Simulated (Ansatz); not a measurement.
# HfB: 5 runs along one coordinate

System: HfB (I4/mmm, 2 atoms in the cell).
Method: DFT PBEsol, scalar-relativistic, plane waves, PAW, no spin polarisation (Ansatz 0.2.0).

The 5 runs differ only in the geometry, by a strain of the cell at fixed fractional positions. Against run 3, the strain is εxx = η and εyy = η. The structure derives from an entry of the Crystallography Open Database.

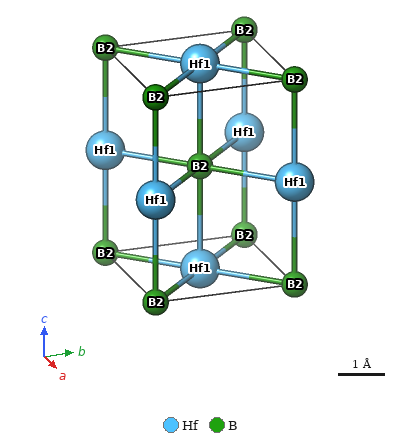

Figure 1. The structure of run 3 (ball-and-stick view of the cell 2 times as large as that of the calculation, set on its symmetry axes, seen at an oblique angle; atoms are numbered from 1 in the order of the input). An atom can appear more than once, as a periodic image.

## Input of run 3
```yaml
crystal:
  lattice:
    - [0.0, 2.31, 2.4255]
    - [2.31, 0.0, 2.4255]
    - [2.31, 2.31, 0.0]
  atoms:
    - { symbol: Hf, position: [0.5, 0.5, 0.5] }
    - { symbol: B, position: [0.0, 0.0, 0.0] }
basis:
  ecutwfc: 420
kpoints:
  mp_grid: { grid: [18, 18, 18] }
hamiltonian:
  xc: pbesol
scf:
  occupations: { method: gaussian, width: 0.15 }
output:
  forces: true
  stress: true
  eigenvalues: true
```

Command:
```bash
ansatz run input.yaml --threads 1 --pin off --max-ram 2560MiB --backend cpu --events-out ev --progress --plain --runs-dir out
```

Run 2 differs from it as follows:
```diff
-    - [0.0, 2.31, 2.4255]
-    - [2.31, 0.0, 2.4255]
-    - [2.31, 2.31, 0.0]
+    - [0.0, 2.25225, 2.4255]
+    - [2.25225, 0.0, 2.4255]
+    - [2.25225, 2.25225, 0.0]
```

## Results, with one run withheld

```csv
run,strain parameter η (%),"free energy per atom, from the lowest run given (meV)",pressure (GPa)
1,−5.0000,351.29,42.67
2,−2.5000,?,?
3,0.0000,47.64,12.42
4,2.5000,0.00,1.79
5,5.0000,4.97,−6.53
```

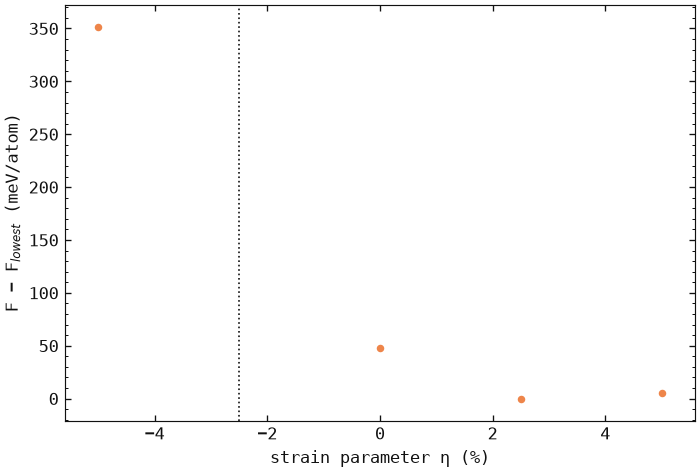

Figure 2. Free energy per atom of the runs given; the dotted line marks run 2.

Estimate the energy of run 2 from the others.

A quadratic polynomial in the coordinate, fitted to the 4 runs given, misses them by at most 3.68 meV per atom. With x = η − 0.6250, it reads F = 30.87 − 28.039 x + 5.1277 x² (meV per atom). At run 2 it gives 168.57 meV per atom, and the run itself gives 160.06. The fit has its minimum at η = 3.3591 %. The fit misses that run by 8.51 meV per atom.

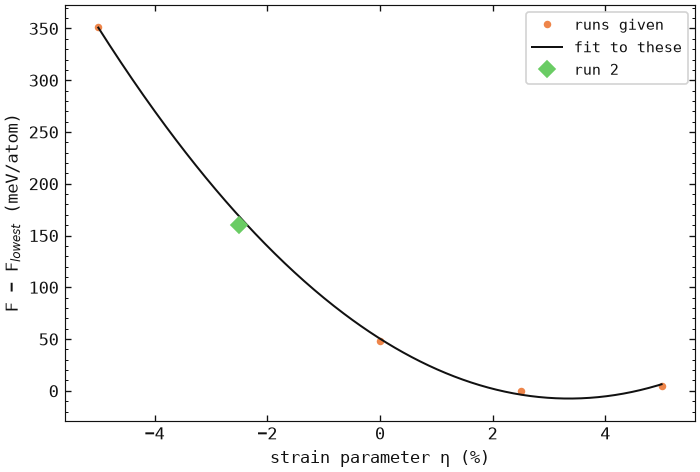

Figure 3. The fit and the withheld run.

## Output, shortened to warnings, some set-up lines, iterations and results (run 2)
```
Basis set: ecut = 420 eV, 493 PW (Γ), exchange–correlation on 48×48×48 points (8 copies of the dense FFT grid, shifted against one another)
Symmetry: 16 space group operations
k-points: 480 of 5832
Initial density: superposition of atomic densities (neutral atoms: chi_scale 0, normalization atom), corrected by the library's trained network
[...]
SCF iter   1: F=—  HF=-15751.238537 eV  |F-HF|=—  |Δ(HF+E_count)|=         —  Δρ=6.73e-3  dr2=1.36e-2  ethr=1.77e-3  ⟨swp⟩=4.7  Hψ=37086  notcnv=0
SCF iter   2: F=—  HF=-15751.235513 eV  |F-HF|=—  |Δ(HF+E_count)|=   3.02e-3  Δρ=3.74e-3  dr2=4.09e-3  ethr=4.70e-5  ⟨swp⟩=1.2  Hψ=13047  notcnv=0
SCF iter   3: F=—  HF=-15751.234408 eV  |F-HF|=—  |Δ(HF+E_count)|=   1.11e-3  Δρ=5.33e-4  dr2=5.83e-5  ethr=1.41e-5  ⟨swp⟩=2.0  Hψ=10596  notcnv=0  defer=5
SCF iter   4: F=—  HF=-15751.234444 eV  |F-HF|=—  |Δ(HF+E_count)|=   3.62e-5  Δρ=3.41e-4  dr2=2.62e-5  ethr=2.01e-7  ⟨swp⟩=2.2  Hψ=16204  notcnv=0  defer=5
SCF iter   5: F=—  HF=-15751.234386 eV  |F-HF|=—  |Δ(HF+E_count)|=   5.83e-5  Δρ=6.58e-5  dr2=1.02e-6  ethr=9.04e-8  ⟨swp⟩=2.2  Hψ=16092  notcnv=0  defer=5
SCF iter   6: F=—  HF=-15751.234386 eV  |F-HF|=—  |Δ(HF+E_count)|=   1.05e-7  Δρ=2.22e-5  dr2=7.13e-8  ethr=3.45e-10  ⟨swp⟩=6.9  Hψ=47497  notcnv=0
SCF iter   7: F=-15751.234386 eV  HF=-15751.234386 eV  |F-HF|=1.91e-9  |Δ(HF+E_count)|=   5.76e-8  Δρ=3.31e-6  dr2=1.21e-9  ethr=2.46e-10  ⟨swp⟩=4.8  Hψ=32499  notcnv=0
SCF 1 converged in 7 iterations: F = -15751.234386 eV  dr2 = 1.21e-9
SCF converged after 7 iterations
Free energy (F): -15751.234386 eV
Harris-Foulkes:  -15751.234386 eV  (|F-HF|=1.91e-9)
Internal energy: -15751.224167 eV  (E = F + TS)
E sigma→0 (E₀):  -15751.229277 eV
Entropy (-TS):   -0.010219 eV (-5.109 meV/atom)
Fermi energy:    19.580620 eV
--- Per-component energies (eV) ---
  E_band       = 118.827313
  E_kinetic    = 479.492375
  E_local      = -5021.177009  (includes V_loc(G=0)·N_el)
  E_nonlocal   = -1224.020009
  E_hartree    = 2390.554749
  E_xc         = -332.718146
  E_vxc        = -308.044053  (∫ρ·V_xc dr)
  E_paw        = -6885.213277  (= ΣΔE_a)
  E_vpaw       = 1411.465258  (= ΣTr[D̂ρ^β])
  E_aug_tail   = -0.000004  (compensation charges beyond the density's cutoff)
  E_ewald      = -5159.408649
  E_core_change = 1.265803  (= ΣΔE_core)
  E_smearing   = -0.010219  (= −TS)
  E_closure    = -0.000000  (closes the sum)
  Σ components = -15751.234386   (vs F -15751.234386, Δ=0.00e0)
--- Forces (eV/Å), atoms counted from 1 ---
  atom   1  Hf     0.00000000     0.00000000     0.00000000
  atom   2  B     -0.00000000     0.00000000    -0.00000000
  max |Σ_I F_I| component: 9.94e-29 eV/Å
--- Stress (GPa, compression-positive) ---
       37.923529       0.000000       0.000000
        0.000000      37.923529       0.000000
        0.000000       0.000000       1.723468
  P = ⅓ Tr σ = 25.8568 GPa (258.568 kbar)
```

Notes: Spin–orbit coupling is left out, which matters for Hf.
